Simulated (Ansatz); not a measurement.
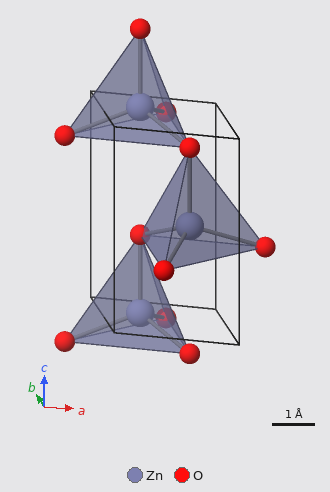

**Figure 1.** The structure as given in the input (polyhedral view of the cell of the calculation, seen slightly off an axis; polyhedra are completed across the faces of the cell). An atom can appear more than once, as a periodic image.

## Geometry relaxation, with input and output: ZnO (part 1 of 2)

System: ZnO (P6₃mc, 4 atoms in the cell).
Method: DFT PBE, scalar-relativistic, plane waves, PAW, no spin polarisation (Ansatz 0.2.0).

The structure derives from a Materials Project entry.

What the program printed:
```
Engine: ansatz 0.2.0, x86_64-unknown-linux-gnu
Pseudopotentials: kind: paw
Pseudopotential: Zn, paw, valence charge 12, recommended cutoff 420 eV (normal), Zn.paw.azcp
Pseudopotential: O, paw, valence charge 6, recommended cutoff 420 eV (normal), O.paw.azcp
Functional definition: PBE
  parameter kappa = 0.804
  parameter beta = 0.06672455060314922
  exchange = pbe_x(kappa = kappa, mu = beta*pi^2/3)
  correlation = pbe_c(beta = beta)
Crystal: 4 atoms, lattice volume = 47.397 Å³
Basis set: ecut = 420 eV, 941 PW (Γ), exchange–correlation on 48×48×72 points (8 copies of the dense FFT grid, shifted against one another)
Bands: 22, of which v1, the nominal top of the filled ones, is band 18 counted from 1 (17 counted from 0)
Symmetry: 12 space group operations
Space group: P63mc (ITA 186), of the structure as read, at distance tolerance 3.6e-5 Å
k-points: 76 of 864 (time reversal used)
Non-local potential: Zn, projectors of the file, l = 0: 2, l = 1: 2, l = 2: 3, l = 3: 1
Non-local potential: O, projectors of the file, l = 0: 2, l = 1: 2, l = 2: 1
PAW form: soft (Blöchl's): semilocal exchange-correlation on the pseudo side does not see the compensation charge
PAW one-centre angular grid: Zn, 590 points (default); XC on 64 Gauss nodes
PAW one-centre angular grid: O, 110 points (default); XC on 64 Gauss nodes
Initial density: superposition of atomic densities (neutral atoms: chi_scale 0, normalization atom), corrected by the library's trained network
Initial wavefunctions: pseudopotential atomic-orbital guess
Functional: x = pbe(κ = 0.804, μ = 0.2195149727645171), c = pbe(β = 0.06672455060314922)
SCF iter   1: F=—  HF=-7773.659857 eV  |F-HF|=—  |Δ(HF+E_count)|=         —  Δρ=6.60e-4  dr2=6.03e-5  ethr=1.77e-3  ⟨swp⟩=6.0  Hψ=7571  notcnv=0
preconditioner: auto → Resta (q_TF=auto, 2.606 Å⁻¹)  ε∞=7.5  [insulator: Δε(μ)=0.803 eV  Ē_g=12.726 eV  σ=0.020 eV  W_gap=1.00  n_scr=22 (ndim 8)  ℏωp=32.4 eV  f_vac=0.034  D(μ)=0.00/eV (n_scr^D=0)  ε∞_Penn≈7.5]
SCF iter   2: F=—  HF=-7773.661039 eV  |F-HF|=—  |Δ(HF+E_count)|=   1.18e-3  Δρ=4.08e-4  dr2=2.65e-5  ethr=1.68e-7  ⟨swp⟩=2.8  Hψ=4370  notcnv=0
SCF iter   3: F=—  HF=-7773.661122 eV  |F-HF|=—  |Δ(HF+E_count)|=   8.24e-5  Δρ=2.30e-4  dr2=1.09e-5  ethr=7.35e-8  ⟨swp⟩=2.0  Hψ=2886  notcnv=0
SCF iter   4: F=—  HF=-7773.661163 eV  |F-HF|=—  |Δ(HF+E_count)|=   4.19e-5  Δρ=7.66e-5  dr2=1.83e-6  ethr=3.02e-8  ⟨swp⟩=2.0  Hψ=2955  notcnv=0
SCF iter   5: F=—  HF=-7773.661165 eV  |F-HF|=—  |Δ(HF+E_count)|=   1.52e-6  Δρ=2.02e-5  dr2=1.48e-7  ethr=5.08e-9  ⟨swp⟩=2.0  Hψ=2912  notcnv=0
SCF iter   6: F=-7773.661165 eV  HF=-7773.661165 eV  |F-HF|=7.80e-8  |Δ(HF+E_count)|=   1.69e-7  Δρ=1.01e-5  dr2=3.19e-8  ethr=2.78e-10  ⟨swp⟩=9.0  Hψ=12036  notcnv=0
SCF 1 converged in 6 iterations: F = -7773.661165 eV  dr2 = 3.19e-8
  greatest PAW one-centre occupation: 0.987 electrons in one spin orbital (limit 2), on the Zn atom at site 1 (counted from 0), in its partial waves of l = 2
relax step   1: F+E_penalty+E_count = -7773.66116524 eV  Δ(F+E_penalty+E_count) = +0.000e0 eV  max|allowed force component| = 2.502e-3 eV/Å  Δτ_max = 0.0000 Å  P = +5.551 GPa  Ω = 47.397 Å³  (6 SCF iters, dr2 threshold 1.00e-7 eV, accepted)
Crystal: 4 atoms, lattice volume = 48.335 Å³
Basis set: ecut = 420 eV, 965 PW (Γ), exchange–correlation on 48×48×72 points (8 copies of the dense FFT grid, shifted against one another)
Initial density: handed on by an earlier stage of this run
Initial wavefunctions: those handed on with the density
iter 1 solved again at ethr=5.10e-6 eV; its pass at ethr=3.10e-3 eV (dr2=1.84e-3 eV) is discarded
SCF iter   1: F=—  HF=-7773.680805 eV  |F-HF|=—  |Δ(HF+E_count)|=         —  Δρ=2.05e-3  dr2=1.74e-3  ethr=5.10e-6  ⟨swp⟩=1.0  Hψ=8551  notcnv=0
preconditioner: auto → Resta (q_TF=auto, 2.598 Å⁻¹)  ε∞=7.5  [insulator: Δε(μ)=0.752 eV  Ē_g=12.572 eV  σ=0.020 eV  W_gap=1.00  n_scr=22 (ndim 8)  ℏωp=32.0 eV  f_vac=0.041  D(μ)=0.00/eV (n_scr^D=0)  ε∞_Penn≈7.5]
SCF iter   2: F=—  HF=-7773.680345 eV  |F-HF|=—  |Δ(HF+E_count)|=   4.60e-4  Δρ=5.89e-4  dr2=1.45e-4  ethr=4.85e-6  ⟨swp⟩=2.0  Hψ=3174  notcnv=0
SCF iter   3: F=—  HF=-7773.680382 eV  |F-HF|=—  |Δ(HF+E_count)|=   3.67e-5  Δρ=3.67e-4  dr2=8.20e-5  ethr=4.03e-7  ⟨swp⟩=3.0  Hψ=3211  notcnv=0
SCF iter   4: F=—  HF=-7773.680403 eV  |F-HF|=—  |Δ(HF+E_count)|=   2.09e-5  Δρ=2.68e-4  dr2=2.31e-5  ethr=2.28e-7  ⟨swp⟩=2.1  Hψ=2886  notcnv=0
SCF iter   5: F=—  HF=-7773.680403 eV  |F-HF|=—  |Δ(HF+E_count)|=   3.70e-7  Δρ=7.12e-5  dr2=1.69e-6  ethr=6.42e-8  ⟨swp⟩=2.0  Hψ=2888  notcnv=0
SCF iter   6: F=-7773.680406 eV  HF=-7773.680405 eV  |F-HF|=2.01e-7  |Δ(HF+E_count)|=   2.44e-6  Δρ=1.38e-5  dr2=8.10e-8  ethr=1.11e-9  ⟨swp⟩=10.5  Hψ=13972  notcnv=0
SCF 2 converged in 6 iterations: F = -7773.680406 eV  dr2 = 8.10e-8
  greatest PAW one-centre occupation: 0.987 electrons in one spin orbital (limit 2), on the Zn atom at site 0 (counted from 0), in its partial waves of l = 2
relax step   2: F+E_penalty+E_count = -7773.68040566 eV  Δ(F+E_penalty+E_count) = -1.924e-2 eV  max|allowed force component| = 8.595e-4 eV/Å  Δτ_max = 0.0006 Å  P = +2.539 GPa  Ω = 48.335 Å³  energy of the carried Pulay correction = -4.299e-3 eV  (6 SCF iters, dr2 threshold 4.00e-7 eV, accepted)
Crystal: 4 atoms, lattice volume = 49.154 Å³
Basis set: ecut = 420 eV, 989 PW (Γ), exchange–correlation on 48×48×72 points (8 copies of the dense FFT grid, shifted against one another)
iter 1 solved again at ethr=3.58e-6 eV; its pass at ethr=3.10e-3 eV (dr2=1.29e-3 eV) is discarded
SCF iter   1: F=—  HF=-7773.683744 eV  |F-HF|=—  |Δ(HF+E_count)|=         —  Δρ=1.70e-3  dr2=1.23e-3  ethr=3.58e-6  ⟨swp⟩=1.0  Hψ=8785  notcnv=0
preconditioner: auto → Resta (q_TF=auto, 2.590 Å⁻¹)  ε∞=7.5  [insulator: Δε(μ)=0.730 eV  Ē_g=12.461 eV  σ=0.020 eV  W_gap=1.00  n_scr=22 (ndim 8)  ℏωp=31.8 eV  f_vac=0.044  D(μ)=0.00/eV (n_scr^D=0)  ε∞_Penn≈7.5]
SCF iter   2: F=—  HF=-7773.683422 eV  |F-HF|=—  |Δ(HF+E_count)|=   3.22e-4  Δρ=4.99e-4  dr2=1.10e-4  ethr=3.41e-6  ⟨swp⟩=2.0  Hψ=3014  notcnv=0
SCF iter   3: F=—  HF=-7773.683451 eV  |F-HF|=—  |Δ(HF+E_count)|=   2.90e-5  Δρ=3.12e-4  dr2=6.19e-5  ethr=3.06e-7  ⟨swp⟩=3.0  Hψ=3202  notcnv=0
SCF iter   4: F=—  HF=-7773.683468 eV  |F-HF|=—  |Δ(HF+E_count)|=   1.72e-5  Δρ=2.29e-4  dr2=1.74e-5  ethr=1.72e-7  ⟨swp⟩=2.0  Hψ=2888  notcnv=0
SCF iter   5: F=—  HF=-7773.683468 eV  |F-HF|=—  |Δ(HF+E_count)|=   4.91e-8  Δρ=6.07e-5  dr2=1.26e-6  ethr=4.83e-8  ⟨swp⟩=2.0  Hψ=2888  notcnv=0
SCF iter   6: F=-7773.683470 eV  HF=-7773.683470 eV  |F-HF|=1.60e-7  |Δ(HF+E_count)|=   1.89e-6  Δρ=1.26e-5  dr2=6.81e-8  ethr=1.11e-9  ⟨swp⟩=10.5  Hψ=13897  notcnv=0
SCF 3 converged in 6 iterations: F = -7773.683470 eV  dr2 = 6.81e-8
relax step   3: F+E_penalty+E_count = -7773.68347047 eV  Δ(F+E_penalty+E_count) = -3.065e-3 eV  max|allowed force component| = 3.230e-3 eV/Å  Δτ_max = 0.0002 Å  P = +0.134 GPa  Ω = 49.154 Å³  energy of the carried Pulay correction = -7.982e-3 eV  (6 SCF iters, dr2 threshold 4.00e-7 eV, accepted)
Crystal: 4 atoms, lattice volume = 49.175 Å³
iter 1 solved again at ethr=2.66e-8 eV; its pass at ethr=3.10e-3 eV (dr2=9.59e-6 eV) is discarded
SCF iter   1: F=—  HF=-7773.683368 eV  |F-HF|=—  |Δ(HF+E_count)|=         —  Δρ=2.13e-4  dr2=9.53e-6  ethr=2.66e-8  ⟨swp⟩=2.1  Hψ=8576  notcnv=0
preconditioner: auto → Resta (q_TF=auto, 2.590 Å⁻¹)  ε∞=7.5  [insulator: Δε(μ)=0.746 eV  Ē_g=12.473 eV  σ=0.020 eV  W_gap=1.00  n_scr=22 (ndim 8)  ℏωp=31.8 eV  f_vac=0.041  D(μ)=0.00/eV (n_scr^D=0)  ε∞_Penn≈7.5]
SCF iter   2: F=—  HF=-7773.683396 eV  |F-HF|=—  |Δ(HF+E_count)|=   2.80e-5  Δρ=1.02e-4  dr2=2.25e-6  ethr=2.65e-8  ⟨swp⟩=2.6  Hψ=3036  notcnv=0
SCF iter   3: F=—  HF=-7773.683395 eV  |F-HF|=—  |Δ(HF+E_count)|=   4.64e-7  Δρ=2.16e-5  dr2=1.91e-7  ethr=6.26e-9  ⟨swp⟩=2.0  Hψ=2724  notcnv=0
SCF iter   4: F=-7773.683395 eV  HF=-7773.683395 eV  |F-HF|=1.58e-8  |Δ(HF+E_count)|=   6.67e-9  Δρ=9.53e-6  dr2=3.43e-8  ethr=1.51e-10  ⟨swp⟩=9.3  Hψ=12123  notcnv=0
SCF 4 converged in 4 iterations: F = -7773.683395 eV  dr2 = 3.43e-8
relax step   4: F+E_penalty+E_count = -7773.68339512 eV  Δ(F+E_penalty+E_count) = +7.535e-5 eV  max|allowed force component| = 3.945e-3 eV/Å  Δτ_max = 0.0009 Å  P = +0.076 GPa  Ω = 49.175 Å³  energy of the carried Pulay correction = -8.075e-3 eV  (4 SCF iters, dr2 threshold 5.45e-8 eV, accepted)
Crystal: 4 atoms, lattice volume = 49.197 Å³
iter 1 solved again at ethr=3.23e-9 eV; its pass at ethr=3.10e-3 eV (dr2=1.16e-6 eV) is discarded
SCF iter   1: F=—  HF=-7773.683276 eV  |F-HF|=—  |Δ(HF+E_count)|=         —  Δρ=5.42e-5  dr2=1.20e-6  ethr=3.23e-9  ⟨swp⟩=3.0  Hψ=9677  notcnv=0
preconditioner: auto → Resta (q_TF=auto, 2.590 Å⁻¹)  ε∞=7.5  [insulator: Δε(μ)=0.745 eV  Ē_g=12.470 eV  σ=0.020 eV  W_gap=1.00  n_scr=22 (ndim 8)  ℏωp=31.8 eV  f_vac=0.041  D(μ)=0.00/eV (n_scr^D=0)  ε∞_Penn≈7.5]
SCF iter   2: F=—  HF=-7773.683307 eV  |F-HF|=—  |Δ(HF+E_count)|=   3.10e-5  Δρ=2.21e-5  dr2=1.88e-7  ethr=3.23e-9  ⟨swp⟩=2.0  Hψ=3040  notcnv=0
SCF iter   3: F=—  HF=-7773.683307 eV  |F-HF|=—  |Δ(HF+E_count)|=   4.61e-9  Δρ=1.09e-5  dr2=7.33e-8  ethr=5.22e-10  ⟨swp⟩=2.0  Hψ=2849  notcnv=0
SCF iter   4: F=-7773.683307 eV  HF=-7773.683307 eV  |F-HF|=1.85e-9  |Δ(HF+E_count)|=   2.84e-8  Δρ=5.38e-6  dr2=9.54e-9  ethr=7.49e-11  ⟨swp⟩=5.9  Hψ=11342  notcnv=0
SCF 5 converged in 4 iterations: F = -7773.683307 eV  dr2 = 9.54e-9
relax step   5: F+E_penalty+E_count = -7773.68330667 eV  Δ(F+E_penalty+E_count) = +8.845e-5 eV  max|allowed force component| = 5.138e-4 eV/Å  Δτ_max = 0.0001 Å  P = +0.013 GPa  Ω = 49.197 Å³  energy of the carried Pulay correction = -8.174e-3 eV  (4 SCF iters, dr2 threshold 2.70e-8 eV, accepted)
Initial wavefunctions: pseudopotential atomic-orbital guess (no wavefunctions were taken with the density)
iter 1 solved again at ethr=2.33e-7 eV; its pass at ethr=3.10e-3 eV (dr2=8.37e-5 eV) is discarded
SCF iter   1: F=—  HF=-7773.691796 eV  |F-HF|=—  |Δ(HF+E_count)|=         —  Δρ=5.29e-4  dr2=1.29e-5  ethr=2.33e-7  ⟨swp⟩=3.1  Hψ=11840  notcnv=0
preconditioner: auto → Resta (q_TF=auto, 2.590 Å⁻¹)  ε∞=7.5  [insulator: Δε(μ)=0.748 eV  Ē_g=12.471 eV  σ=0.020 eV  W_gap=1.00  n_scr=22 (ndim 8)  ℏωp=31.8 eV  f_vac=0.041  D(μ)=0.00/eV (n_scr^D=0)  ε∞_Penn≈7.5]
SCF iter   2: F=—  HF=-7773.692745 eV  |F-HF|=—  |Δ(HF+E_count)|=   9.48e-4  Δρ=2.87e-4  dr2=7.76e-6  ethr=3.57e-8  ⟨swp⟩=2.0  Hψ=3040  notcnv=0
SCF iter   3: F=—  HF=-7773.693001 eV  |F-HF|=—  |Δ(HF+E_count)|=   2.56e-4  Δρ=1.16e-4  dr2=6.75e-7  ethr=2.15e-8  ⟨swp⟩=3.0  Hψ=3299  notcnv=0
SCF iter   4: F=—  HF=-7773.693055 eV  |F-HF|=—  |Δ(HF+E_count)|=   5.36e-5  Δρ=1.91e-5  dr2=1.06e-7  ethr=1.88e-9  ⟨swp⟩=2.0  Hψ=3040  notcnv=0
SCF iter   5: F=—  HF=-7773.693055 eV  |F-HF|=—  |Δ(HF+E_count)|=   3.92e-8  Δρ=4.35e-6  dr2=1.60e-9  ethr=2.95e-10  ⟨swp⟩=2.0  Hψ=2888  notcnv=0
SCF iter   6: F=—  HF=-7773.693055 eV  |F-HF|=—  |Δ(HF+E_count)|=   3.96e-8  Δρ=2.28e-6  dr2=1.05e-9  ethr=4.45e-12  ⟨swp⟩=2.1  Hψ=3081  notcnv=0
SCF iter   7: F=-7773.693055 eV  HF=-7773.693055 eV  |F-HF|=3.18e-11  |Δ(HF+E_count)|=   1.09e-8  Δρ=2.39e-7  dr2=1.99e-11  ethr=1.00e-12  ⟨swp⟩=4.6  Hψ=9158  notcnv=0
SCF 6 converged in 7 iterations: F = -7773.693055 eV  dr2 = 1.99e-11
relax step   6: F+E_penalty+E_count = -7773.69305473 eV  Δ(F+E_penalty+E_count) = -9.748e-3 eV  max|allowed force component| = 6.118e-4 eV/Å  Δτ_max = 0.0000 Å  P = +0.287 GPa  Ω = 49.197 Å³  stress off target by 2.91e-1 GPa  SCF on the basis re-selected at this cell (its energy is not comparable with the rows above)  (7 SCF iters)
basis re-selected at this cell: Δ(F+E_penalty+E_count) = -9.748e-3 eV, ΔP = +0.274 GPa vs the last step (what re-selecting the basis moved, of the pressure what is left beyond the Pulay correction that the steps carried, after the strain that the cell walked since its last selection, with what the two solves' SCF thresholds leave and, on support functions, any second-order correction that the steps lacked; it is no measure of the basis error at this ecutwfc). This SCF's stress stands 2.91e-1 GPa from its target on what of the cell is left free (relax.cell.stress_tol is 5.00e-2 GPa) and its largest allowed force component is 6.12e-4 eV/Å (relax.f_tol is 5.00e-3 eV/Å): not within both, so this SCF does not close the relaxation
Crystal: 4 atoms, lattice volume = 49.299 Å³
iter 1 solved again at ethr=5.95e-8 eV; its pass at ethr=3.10e-3 eV (dr2=2.14e-5 eV) is discarded
SCF iter   1: F=—  HF=-7773.692667 eV  |F-HF|=—  |Δ(HF+E_count)|=         —  Δρ=2.07e-4  dr2=1.83e-5  ethr=5.95e-8  ⟨swp⟩=2.0  Hψ=8205  notcnv=0
preconditioner: auto → Resta (q_TF=auto, 2.589 Å⁻¹)  ε∞=7.5  [insulator: Δε(μ)=0.742 eV  Ē_g=12.455 eV  σ=0.020 eV  W_gap=1.00  n_scr=22 (ndim 8)  ℏωp=31.7 eV  f_vac=0.043  D(μ)=0.00/eV (n_scr^D=0)  ε∞_Penn≈7.5]
SCF iter   2: F=—  HF=-7773.692697 eV  |F-HF|=—  |Δ(HF+E_count)|=   3.02e-5  Δρ=6.25e-5  dr2=1.63e-6  ethr=5.09e-8  ⟨swp⟩=2.0  Hψ=2933  notcnv=0
SCF iter   3: F=—  HF=-7773.692697 eV  |F-HF|=—  |Δ(HF+E_count)|=   1.17e-7  Δρ=3.90e-5  dr2=9.60e-7  ethr=5.89e-10  ⟨swp⟩=8.9  Hψ=14161  notcnv=0
SCF iter   4: F=—  HF=-7773.692698 eV  |F-HF|=—  |Δ(HF+E_count)|=   2.25e-7  Δρ=2.86e-5  dr2=2.74e-7  ethr=2.67e-9  ⟨swp⟩=2.0  Hψ=2887  notcnv=0
SCF iter   5: F=-7773.692698 eV  HF=-7773.692698 eV  |F-HF|=2.52e-8  |Δ(HF+E_count)|=   6.44e-9  Δρ=7.61e-6  dr2=1.95e-8  ethr=5.89e-10  ⟨swp⟩=8.2  Hψ=10837  notcnv=0
SCF 7 converged in 5 iterations: F = -7773.692698 eV  dr2 = 1.95e-8
relax step   7: F+E_penalty+E_count = -7773.69269759 eV  Δ(F+E_penalty+E_count) = +3.571e-4 eV  max|allowed force component| = 3.112e-4 eV/Å  Δτ_max = 0.0001 Å  P = +0.013 GPa  Ω = 49.299 Å³  energy of the carried Pulay correction = -4.529e-4 eV  (5 SCF iters, dr2 threshold 2.12e-7 eV, accepted)
iter 1 solved again at ethr=1.47e-7 eV; its pass at ethr=3.10e-3 eV (dr2=5.29e-5 eV) is discarded
SCF iter   1: F=—  HF=-7773.693101 eV  |F-HF|=—  |Δ(HF+E_count)|=         —  Δρ=2.12e-5  dr2=4.96e-8  ethr=1.47e-7  ⟨swp⟩=3.1  Hψ=11952  notcnv=0
preconditioner: auto → Resta (q_TF=auto, 2.589 Å⁻¹)  ε∞=7.5  [insulator: Δε(μ)=0.744 eV  Ē_g=12.457 eV  σ=0.020 eV  W_gap=1.00  n_scr=22 (ndim 8)  ℏωp=31.7 eV  f_vac=0.043  D(μ)=0.00/eV (n_scr^D=0)  ε∞_Penn≈7.5]
SCF iter   2: F=—  HF=-7773.693137 eV  |F-HF|=—  |Δ(HF+E_count)|=   3.57e-5  Δρ=1.57e-5  dr2=4.63e-8  ethr=1.38e-10  ⟨swp⟩=2.3  Hψ=3160  notcnv=0
SCF iter   3: F=—  HF=-7773.693137 eV  |F-HF|=—  |Δ(HF+E_count)|=   1.98e-8  Δρ=4.97e-6  dr2=5.71e-9  ethr=1.28e-10  ⟨swp⟩=2.1  Hψ=2674  notcnv=0
SCF iter   4: F=—  HF=-7773.693137 eV  |F-HF|=—  |Δ(HF+E_count)|=   6.00e-9  Δρ=1.47e-6  dr2=6.21e-10  ethr=1.59e-11  ⟨swp⟩=2.0  Hψ=2992  notcnv=0
SCF iter   5: F=—  HF=-7773.693137 eV  |F-HF|=—  |Δ(HF+E_count)|=  6.94e-10  Δρ=7.79e-7  dr2=3.60e-10  ethr=1.73e-12  ⟨swp⟩=2.0  Hψ=2882  notcnv=0
SCF iter   6: F=—  HF=-7773.693137 eV  |F-HF|=—  |Δ(HF+E_count)|=  5.52e-10  Δρ=4.60e-7  dr2=7.45e-11  ethr=1.00e-12  ⟨swp⟩=2.0  Hψ=2973  notcnv=0
SCF iter   7: F=-7773.693137 eV  HF=-7773.693137 eV  |F-HF|=4.55e-12  |Δ(HF+E_count)|=  3.91e-11  Δρ=1.27e-7  dr2=5.76e-12  ethr=1.00e-12  ⟨swp⟩=5.3  Hψ=7609  notcnv=0
SCF 8 converged in 7 iterations: F = -7773.693137 eV  dr2 = 5.76e-12
relax step   8: F+E_penalty+E_count = -7773.69313695 eV  Δ(F+E_penalty+E_count) = -4.394e-4 eV  max|allowed force component| = 3.205e-4 eV/Å  Δτ_max = 0.0000 Å  P = +0.019 GPa  Ω = 49.299 Å³  stress off target by 2.21e-2 GPa  SCF on the basis re-selected at this cell (its energy is not comparable with the rows above)  (7 SCF iters)
```
